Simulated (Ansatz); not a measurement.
Run report: ZnSe, single-point calculation

System: ZnSe (2 atoms in the cell).
Method: DFT, LDA, plane waves, PAW, no spin polarisation (Ansatz 0.2.0).

The structure derives from an entry of the Crystallography Open Database. Some settings of this run were made unusual or wrong on purpose. Figures and captions count atoms from 1; the log counts them from 0 in places.

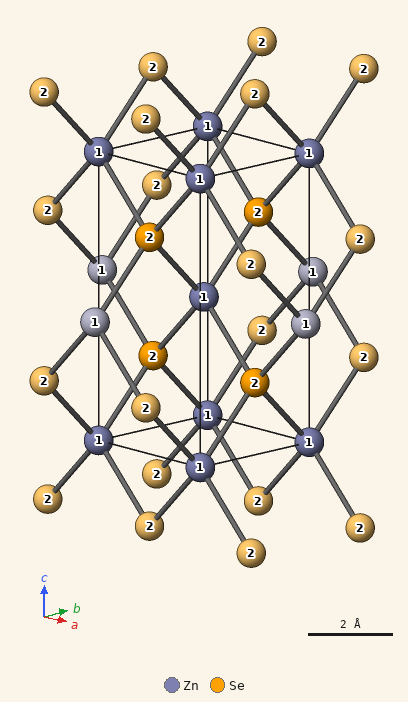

The structure as given in the input (ball-and-stick view of the cell 2 times as large as that of the calculation, set on its symmetry axes, seen at an oblique angle; neighbours outside the cell are drawn fainter; atoms are numbered from 1 in the order of the input). Near neighbours in the crystal (not all of them lie inside the picture): Zn has 4 Se at 2.52 Å; Se has 4 Zn at 2.52 Å.

## The input
```yaml
crystal:
  lattice:
    - [0.0, 2.5247558828, 3.5700048183]
    - [2.5247558828, 0.0, 3.5700048183]
    - [2.5247558828, 2.5247558828, 0.0]
  atoms:
    - { symbol: Zn, position: [0.0, 0.0, 0.0] }
    - { symbol: Se, position: [0.75, 0.75, 0.75] }
basis:
  ecutwfc: 420
kpoints:
  mp_grid: { grid: [10, 10, 10] }
hamiltonian:
  xc: lda
scf:
  occupations: { method: gaussian, width: 5.0 }
  max_iter: 100
output:
  forces: true
  eigenvalues: true
  stress: true
```

Machine: 1 thread of Arm Neoverse V2, 112 GiB of memory available, shared host.

Command:
```bash
ansatz run input.yaml --threads 1 --pin off --max-ram 2560MiB --backend cpu --events-out ev --progress --plain --runs-dir out
```

## What the program printed
```
band count auto-derived: 33 (N_el = 28.0; filled up to band 14; 18 by the electrons, moments and atoms)
Engine: ansatz 0.2.0, aarch64-unknown-linux-gnu
Pseudopotentials: kind: paw
Pseudopotential: Zn, paw, valence charge 12, recommended cutoff 420 eV (normal), Zn.paw.azcp
Pseudopotential: Se, paw, valence charge 16, recommended cutoff 420 eV (normal), Se.paw.azcp
Functional definition: SPW92
  exchange = slater_x
  correlation = pw_c
Crystal: 2 atoms, lattice volume = 45.513 Å³
Basis set: ecut = 420 eV, 899 PW (Γ)
Bands: 33, of which v1, the nominal top of the filled ones, is band 14 counted from 1 (13 counted from 0)
Symmetry: 8 space group operations
Space group: I-4m2 (ITA 119), of the structure as read, at distance tolerance 3.6e-5 Å
k-points: 102 of 1000 (time reversal used)
Non-local potential: Zn, projectors of the file, l = 0: 2, l = 1: 2, l = 2: 3, l = 3: 1
Non-local potential: Se, projectors of the file, l = 0: 2, l = 1: 2, l = 2: 3, l = 3: 1
PAW form: soft (Blöchl's): semilocal exchange-correlation on the pseudo side does not see the compensation charge
PAW frozen core: Zn, regenerated for the run's functional, and the local potential with it (the file was generated under x = pbe(κ = 0.804, μ = 0.2195149727645171), c = pbe(β = 0.06672455060314922))
PAW frozen core: Se, regenerated for the run's functional, and the local potential with it (the file was generated under x = pbe(κ = 0.804, μ = 0.2195149727645171), c = pbe(β = 0.06672455060314922))
PAW one-centre angular grid: Zn, 590 points (default); XC on 64 Gauss nodes
PAW one-centre angular grid: Se, 590 points (default); XC on 64 Gauss nodes
Initial density: superposition of atomic densities (neutral atoms: chi_scale 0, normalization atom), corrected by the library's trained network
Initial wavefunctions: pseudopotential atomic-orbital guess
Functional: x = slater, c = lda
SCF iter   1: F=—  HF=-8634.939796 eV  |F-HF|=—  |Δ(HF+E_count)|=         —  Δρ=3.80e-2  dr2=5.56e-1  ethr=1.77e-3  ⟨swp⟩=4.1  Hψ=14487  notcnv=0
preconditioner: auto → LDOS  [metal: Δε(μ)=0.301 eV  Ē_g=22.466 eV  σ=5.000 eV  W_gap=0.03  n_scr=14 (ndim 8)  ℏωp=23.4 eV  f_vac=0.068  D(μ)=0.94/eV (n_scr^D=2)  β→1.0]
SCF iter   2: F=—  HF=-8634.937819 eV  |F-HF|=—  |Δ(HF+E_count)|=   1.98e-3  Δρ=4.09e-2  dr2=3.88e-1  ethr=1.77e-3  ⟨swp⟩=2.0  Hψ=4708  notcnv=0
SCF iter   3: F=—  HF=-8634.815077 eV  |F-HF|=—  |Δ(HF+E_count)|=   1.23e-1  Δρ=2.26e-2  dr2=1.35e-1  ethr=1.38e-3  ⟨swp⟩=2.0  Hψ=4904  notcnv=0
SCF iter   4: F=—  HF=-8634.779665 eV  |F-HF|=—  |Δ(HF+E_count)|=   3.54e-2  Δρ=7.06e-3  dr2=1.37e-2  ethr=4.82e-4  ⟨swp⟩=1.0  Hψ=4175  notcnv=0
SCF iter   5: F=—  HF=-8634.774750 eV  |F-HF|=—  |Δ(HF+E_count)|=   4.91e-3  Δρ=1.00e-3  dr2=3.47e-4  ethr=4.91e-5  ⟨swp⟩=2.0  Hψ=3827  notcnv=0
SCF iter   6: F=—  HF=-8634.774631 eV  |F-HF|=—  |Δ(HF+E_count)|=   1.19e-4  Δρ=3.11e-4  dr2=3.53e-5  ethr=1.24e-6  ⟨swp⟩=2.0  Hψ=3914  notcnv=0
SCF iter   7: F=—  HF=-8634.774619 eV  |F-HF|=—  |Δ(HF+E_count)|=   1.22e-5  Δρ=1.28e-4  dr2=4.92e-6  ethr=1.26e-7  ⟨swp⟩=2.2  Hψ=4881  notcnv=0
SCF iter   8: F=-8634.774617 eV  HF=-8634.774617 eV  |F-HF|=1.47e-8  |Δ(HF+E_count)|=   1.94e-6  Δρ=7.25e-6  dr2=1.40e-8  ethr=3.57e-10  ⟨swp⟩=4.3  Hψ=13841  notcnv=0
SCF 1 converged in 8 iterations: F = -8634.774617 eV  dr2 = 1.40e-8
  greatest PAW one-centre occupation: 1.000 electrons in one spin orbital (limit 2), on the Se atom at site 1 (counted from 0), in its partial waves of l = 2
SCF converged after 8 iterations
Free energy (F): -8634.774617 eV
Harris-Foulkes:  -8634.774617 eV  (|F-HF|=1.47e-8)
Internal energy: -8623.509108 eV  (E = F + TS)
E sigma→0 (E₀):  -8629.141862 eV
Entropy (-TS):   -11.265509 eV (-5632.754 meV/atom)
Fermi energy:    7.557614 eV
--- Per-component energies (eV) ---
  E_band       = -399.657014
  E_kinetic    = 252.198114
  E_local      = -4296.440133  (includes V_loc(G=0)·N_el)
  E_nonlocal   = 22.834131
  E_hartree    = 1974.022121
  E_xc         = -238.377642
  E_vxc        = -150.952858  (∫ρ·V_xc dr)
  E_paw        = -3577.740945  (= ΣΔE_a)
  E_vpaw       = -175.337844  (= ΣTr[D̂ρ^β])
  E_aug_tail   = -0.000978  (compensation charges beyond the density's cutoff)
  E_ewald      = -2763.778280
  E_core_change = 3.774504  (= ΣΔE_core)
  E_smearing   = -11.265509  (= −TS)
  E_closure    = 0.000000  (closes the sum)
  Σ components = -8634.774617   (vs F -8634.774617, Δ=0.00e0)
--- Forces (eV/Å), atoms counted from 1 ---
  atom   1  Zn     0.00000000    -0.00000000    -0.00000000
  atom   2  Se    -0.00000000     0.00000000     0.00000000
  max |Σ_I F_I| component: 5.55e-17 eV/Å
--- Stress (GPa, compression-positive) ---
        7.860231      -0.000000      -0.000000
       -0.000000       7.860231      -0.000000
       -0.000000      -0.000000      11.694909
  P = ⅓ Tr σ = 9.1385 GPa (91.385 kbar)
--- Band table (eV; the first three rows and the last of 102) ---
  k-point 0: bands = ["-41.2214", "-41.2170", "-41.2170", "-41.1970", "-41.1932", "-7.1372", "-0.6628", "-0.5787", "-0.5787", "-0.4378", "-0.2854", "4.6095", "6.4600", "6.5929", "6.5929", "12.7262", "12.8437", "12.8437", "14.1010", "16.3711", "16.9622", "21.3794", "22.6922", "22.6922", "25.2345", "27.8639", "29.9984", "29.9984", "31.1291", "31.1291", "32.5677", "33.2927", "34.1735"]
  k-point 1: bands = ["-41.2213", "-41.2170", "-41.2170", "-41.1969", "-41.1932", "-7.0684", "-0.6616", "-0.5793", "-0.5708", "-0.4279", "-0.2904", "4.2828", "5.6695", "6.5748", "7.4245", "11.9826", "13.0191", "13.1855", "14.3685", "16.7778", "17.9862", "20.1309", "21.6780", "24.2927", "26.3407", "26.7783", "28.4224", "29.8030", "30.9252", "31.7966", "32.5019", "33.9025", "34.9927"]
  k-point 2: bands = ["-41.2212", "-41.2171", "-41.2170", "-41.1966", "-41.1932", "-6.8789", "-0.6648", "-0.5698", "-0.5505", "-0.3953", "-0.3033", "3.4453", "5.0024", "6.5343", "8.0933", "11.2446", "13.4831", "13.5058", "15.3779", "17.5499", "18.8377", "20.0240", "20.7057", "24.2284", "25.8309", "26.8645", "28.7593", "29.6666", "30.5167", "30.9997", "32.2164", "32.2278", "34.3806"]
  k-point 101: bands = ["-41.2213", "-41.2169", "-41.2169", "-41.1970", "-41.1931", "-6.5316", "-0.5106", "-0.4431", "-0.4431", "-0.3870", "-0.2784", "0.3100", "5.4514", "5.4514", "10.6486", "11.5932", "14.3131", "17.1753", "17.1753", "19.2038", "20.5618", "20.5618", "22.3177", "22.9017", "25.0166", "25.4161", "26.0816", "26.0816", "26.7709", "26.7979", "27.3793", "27.3793", "29.0530"]
```

## What the run reported

| quantity | value |
| --- | --- |
| outcome | converged |
| space group (tolerance 0.01 Å) | I-4m2 (119) |
| electrons treated | 28 |
| free energy | −8634.7746 eV |
| Fermi energy | 7.558 eV |
| gap on the k-point mesh | none (metallic) |
| pressure | 9.14 GPa |
| largest force (length of the vector) | under 0.001 eV/Å |
| wall time | 12 s |
| peak memory | 0.41 GiB |

The input was spoiled on purpose: a smearing of electronvolts (`scf.occupations`). So wide a smearing fills empty bands and washes out gaps and moments. The run converged all the same; its numbers are those of the faulty input and shouldn't be used.
